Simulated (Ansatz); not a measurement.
## CaS: single-point calculation

The run: single-point calculation of CaS (Fm-3m, 2 atoms in the cell). Method and program: DFT PBE, scalar-relativistic, plane waves, PAW, no spin polarisation (Ansatz 0.2.0).

The structure derives from an entry of the Crystallography Open Database. Figures and captions count atoms from 1; the log counts them from 0 in places.

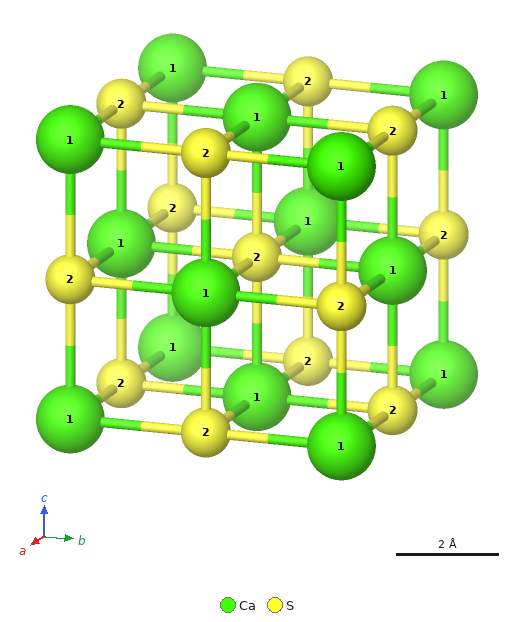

*The structure as given in the input (ball-and-stick view of the cell 4 times as large as that of the calculation, set on its symmetry axes, seen slightly off an axis; atoms are numbered from 1 in the order of the input).*

### Key numbers

| quantity | value |
| --- | --- |
| outcome | converged |
| space group (tolerance 0.01 Å) | Fm-3m (225) |
| electrons treated | 16 |
| free energy | −2723.2621 eV |
| Fermi energy | 7.067 eV |
| gap on the k-point mesh | 2.38 eV |
| gap on the band path | 2.38 eV |
| pressure | −0.01 GPa |
| largest force (length of the vector) | under 0.001 eV/Å |
| hardware | 1 thread of Arm Neoverse V1, 24 GiB of memory available, shared host |
| wall time | 11 s |
| peak memory | 0.3 GiB |

### The input
```yaml
crystal:
  lattice:
    - [0.0, 2.8560320322, 2.8560320322]
    - [2.8560320322, 0.0, 2.8560320322]
    - [2.8560320322, 2.8560320322, 0.0]
  atoms:
    - { symbol: Ca, position: [0.0, 0.0, 0.0] }
    - { symbol: S, position: [0.5, 0.5, 0.5] }
basis:
  ecutwfc: 420
kpoints:
  mp_grid: { grid: [8, 8, 8] }
  band_path:
    path:
      - [[0.0, 0.0, 0.0], [0.5, 0.0, 0.5], [0.625, 0.25, 0.625]]
      - [[0.375, 0.375, 0.75], [0.0, 0.0, 0.0], [0.5, 0.5, 0.5], [0.5, 0.25, 0.75], [0.5, 0.0, 0.5]]
    npoints: 14
hamiltonian:
  xc: pbe
scf:
  occupations: { method: gaussian, width: 0.02 }
  n_extra_bands: 6
output:
  forces: true
  stress: true
  eigenvalues: true
  populations: true
  dos: { projected: true, de: 0.02, nscf_kmesh: { grid: [12, 12, 12] } }
  bader: true
  write_density: true
  write_potential: true
  elf: true
  volumetric_format: npy
```

Run as:
```bash
ansatz run input.yaml --threads 1 --pin off --max-ram 2560MiB --backend cpu --events-out ev --progress --plain --runs-dir out
```

### The program's output
```
scf.n_extra_bands = 6 over 8 filled bands (N_el = 16.0): the run solves 14 bands
Engine: ansatz 0.2.0, aarch64-unknown-linux-gnu
Pseudopotentials: kind: paw
Pseudopotential: Ca, paw, valence charge 10, recommended cutoff 420 eV (normal), Ca.paw.azcp
Pseudopotential: S, paw, valence charge 6, recommended cutoff 420 eV (normal), S.paw.azcp
Functional definition: PBE
  parameter kappa = 0.804
  parameter beta = 0.06672455060314922
  exchange = pbe_x(kappa = kappa, mu = beta*pi^2/3)
  correlation = pbe_c(beta = beta)
Crystal: 2 atoms, lattice volume = 46.593 Å³
Basis set: ecut = 420 eV, 941 PW (Γ), exchange–correlation on 54×54×54 points (8 copies of the dense FFT grid, shifted against one another)
Bands: 14, of which v1, the nominal top of the filled ones, is band 8 counted from 1 (7 counted from 0)
Symmetry: 48 space group operations
Space group: Fm-3m (ITA 225), of the structure as read, at distance tolerance 3.6e-5 Å
k-points: 29 of 512
Non-local potential: Ca, projectors of the file, l = 0: 3, l = 1: 2, l = 2: 2
Non-local potential: S, projectors of the file, l = 0: 2, l = 1: 2, l = 2: 2
PAW form: soft (Blöchl's): semilocal exchange-correlation on the pseudo side does not see the compensation charge
PAW one-centre angular grid: Ca, 110 points (default); XC on 64 Gauss nodes
PAW one-centre angular grid: S, 110 points (default); XC on 64 Gauss nodes
Initial density: superposition of atomic densities (neutral atoms: chi_scale 0, normalization atom), corrected by the library's trained network
Initial wavefunctions: pseudopotential atomic-orbital guess
Functional: x = pbe(κ = 0.804, μ = 0.2195149727645171), c = pbe(β = 0.06672455060314922)
SCF iter   1: F=—  HF=-2723.262133 eV  |F-HF|=—  |Δ(HF+E_count)|=         —  Δρ=4.14e-4  dr2=6.20e-5  ethr=1.77e-3  ⟨swp⟩=7.4  Hψ=2779  notcnv=0  defer=1
preconditioner: auto → none  [insulator: Δε(μ)=2.376 eV  Ē_g=9.792 eV  σ=0.020 eV  W_gap=1.00  n_scr=14 (ndim 8)  ℏωp=15.4 eV  f_vac=0.000  D(μ)=0.00/eV (n_scr^D=0)  ε∞_Penn≈3.5]
SCF iter   2: F=—  HF=-2723.262103 eV  |F-HF|=—  |Δ(HF+E_count)|=   3.06e-5  Δρ=4.61e-4  dr2=1.84e-4  ethr=3.88e-7  ⟨swp⟩=3.0  Hψ=1001  notcnv=0  defer=17
SCF iter   3: F=—  HF=-2723.262064 eV  |F-HF|=—  |Δ(HF+E_count)|=   3.83e-5  Δρ=2.05e-4  dr2=3.28e-5  ethr=3.88e-7  ⟨swp⟩=2.1  Hψ=484  notcnv=0  defer=17
SCF iter   4: F=—  HF=-2723.262075 eV  |F-HF|=—  |Δ(HF+E_count)|=   1.03e-5  Δρ=3.56e-5  dr2=6.27e-7  ethr=2.05e-7  ⟨swp⟩=2.9  Hψ=572  notcnv=0  defer=17
SCF iter   5: F=—  HF=-2723.262075 eV  |F-HF|=—  |Δ(HF+E_count)|=   6.68e-7  Δρ=1.96e-5  dr2=3.08e-7  ethr=3.92e-9  ⟨swp⟩=2.9  Hψ=620  notcnv=0  defer=17
SCF iter   6: F=-2723.262075 eV  HF=-2723.262075 eV  |F-HF|=6.84e-8  |Δ(HF+E_count)|=   6.71e-8  Δρ=9.76e-6  dr2=8.11e-8  ethr=6.25e-10  ⟨swp⟩=9.5  Hψ=2512  notcnv=0
SCF 1 converged in 6 iterations: F = -2723.262075 eV  dr2 = 8.11e-8
  greatest PAW one-centre occupation: 0.995 electrons in one spin orbital (limit 2), on the Ca atom at site 0 (counted from 0), in its partial waves of l = 0
NSCF: frozen V_eff on 86 k-points
NSCF: frozen V_eff on 72 k-points
SCF converged after 6 iterations
Free energy (F): -2723.262075 eV
Harris-Foulkes:  -2723.262075 eV  (|F-HF|=6.84e-8)
Internal energy: -2723.262075 eV  (E = F + TS)
E sigma→0 (E₀):  -2723.262075 eV
Fermi energy:    7.067427 eV
--- Per-component energies (eV) ---
  E_band       = -136.211500
  E_kinetic    = 386.287577
  E_local      = -827.653137  (includes V_loc(G=0)·N_el)
  E_nonlocal   = 91.643600
  E_hartree    = 271.836680
  E_xc         = -235.947688
  E_vxc        = -260.720677  (∫ρ·V_xc dr)
  E_paw        = -1458.653275  (= ΣΔE_a)
  E_vpaw       = -69.444656  (= ΣTr[D̂ρ^β])
  E_aug_tail   = -0.000004  (compensation charges beyond the density's cutoff)
  E_ewald      = -950.775829
  E_smearing   = -0.000000  (= −TS)
  E_closure    = 0.000000  (closes the sum)
  Σ components = -2723.262075   (vs F -2723.262075, Δ=0.00e0)
--- Forces (eV/Å), atoms counted from 1 ---
  atom   1  Ca    -0.00000000     0.00000000     0.00000000
  atom   2  S      0.00000000     0.00000000    -0.00000000
  max |Σ_I F_I| component: 8.35e-30 eV/Å
--- Stress (GPa, compression-positive) ---
       -0.008281      -0.000000      -0.000000
        0.000000      -0.008281      -0.000000
        0.000000       0.000000      -0.008281
  P = ⅓ Tr σ = -0.0083 GPa (-0.083 kbar)
--- Band table (eV; the first three rows and the last of 29) ---
  k-point 0: bands = ["-33.3660", "-14.3435", "-14.3435", "-14.3435", "-5.4141", "5.8763", "5.8763", "5.8763", "9.9748", "10.0415", "10.0415", "10.0415", "10.6221", "10.6221"]
  k-point 1: bands = ["-33.3644", "-14.3675", "-14.3453", "-14.3453", "-5.3094", "5.2234", "5.6567", "5.6567", "10.0271", "10.2663", "10.2663", "10.7492", "11.0219", "11.0219"]
  k-point 2: bands = ["-33.3606", "-14.4244", "-14.3498", "-14.3498", "-5.0437", "4.0734", "5.2226", "5.2226", "10.1523", "10.8366", "10.8366", "12.0191", "12.0191", "12.0814"]
  k-point 28: bands = ["-33.3518", "-14.4253", "-14.4253", "-14.3995", "-4.6901", "4.1142", "4.1142", "4.3494", "10.6906", "10.6906", "11.8401", "12.2581", "12.6314", "15.1127"]
--- Löwdin populations: 2 sites ---
  site symbol       q [e]
     0     Ca      8.4349
     1      S      7.2917
  spilling = 0.017087 (of n_electrons = 16.000000)
--- Bader charges: 2 sites ---
  site symbol  charge [e]  shift [e]
     0     Ca      1.4739     0.0002
     1      S     -1.4739     0.0002
  estimated error of the sums over rays = 2.1e-4 e
```

### File bader_charges.tsv
```
# site	symbol	x_ang	y_ang	z_ang	partial_charge_e	electrons	volume_ang3	relative_density_drop	shared_charge_e	partial_wave_shift_e
# quadrature_error_electrons = 2.1e-4
0	Ca	0.0000	0.0000	0.0000	1.47388	18.52612	13.61	-	1.47388	0.00025
1	S	2.8560	2.8560	2.8560	-1.47388	17.47388	32.98	-	-1.47388	0.00025
```

### File populations.tsv
```
# site	symbol	l	j	q
# orbitals = lowdin
# n_electrons = 16.000000
# spilling = 0.017087
0	Ca	0_3S	-	1.991097
0	Ca	0_4S	-	0.448930
0	Ca	1_3P	-	5.994859
1	S	0_3S	-	1.837758
1	S	1_3P	-	5.453964
```

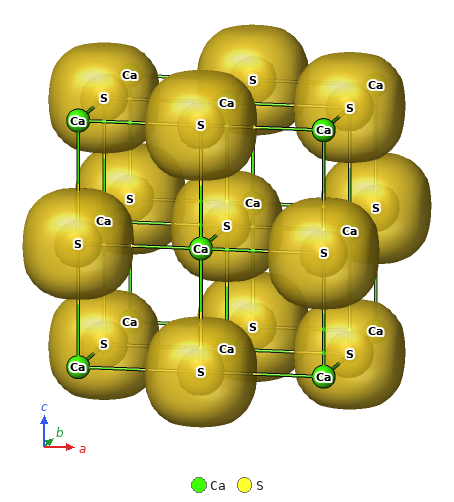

*Isosurface of the ELF at 0.7 (yellow), seen slightly off an axis. Core shells and regions of very low density are left out. Sticks mark near contacts. The outline is the cell set on symmetry axes.*

Values along the shortest contacts: In a PAW calculation such maps are meaningful between the atoms, not at the nuclei.

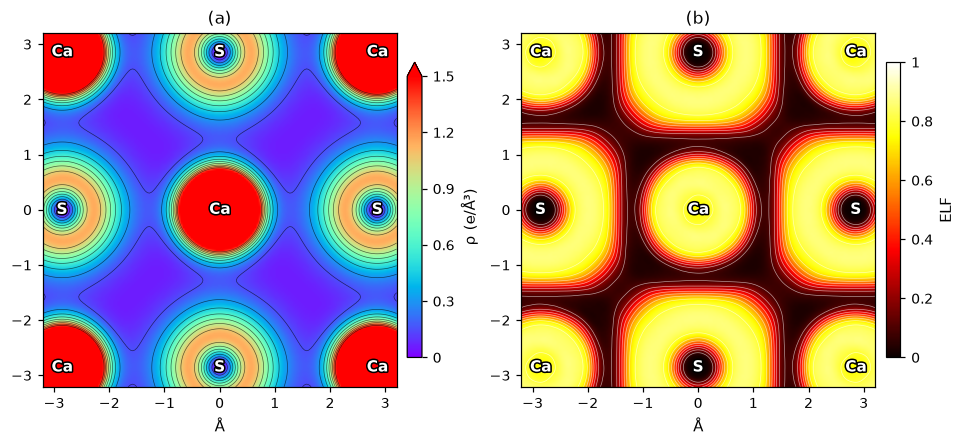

*(a) valence charge density (pseudo); (b) electron localisation function on the (001) plane of the conventional cell.*

Atoms in the plane: Ca and S. Ca–S (2.86 Å): ρ at the midpoint is about 0.19 e/Å³, with its minimum of 0.17 e/Å³ about 1.3 Å from Ca; the ELF is about 0.30 at the midpoint (a largely ionic contact). Away from the nuclei the density in this plane falls to 0.05 e/Å³ at its lowest. The strong features right at Ca lie inside the PAW spheres (semicore, d or f shells) and say nothing about bonding.

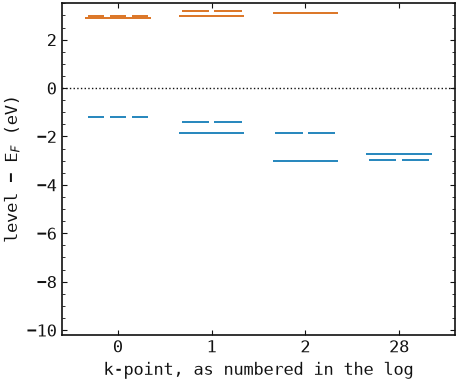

*Kohn–Sham levels near the Fermi level (dotted) at the few k-points that the log prints; levels within 0.02 eV of each other stand side by side.*

Among these points the highest filled and lowest empty levels are 4.10 eV apart; the gap on the full mesh, 2.38 eV, has an edge at a point that isn't printed.

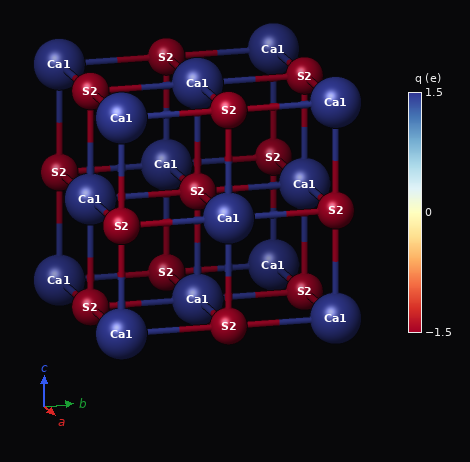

*Bader charges, as the colour of each atom (ball-and-stick view of the cell 4 times as large as that of the calculation, set on its symmetry axes, seen slightly off an axis; atoms are numbered from 1 in the order of the input).*

By element: Ca +1.47 and S −1.47 e.
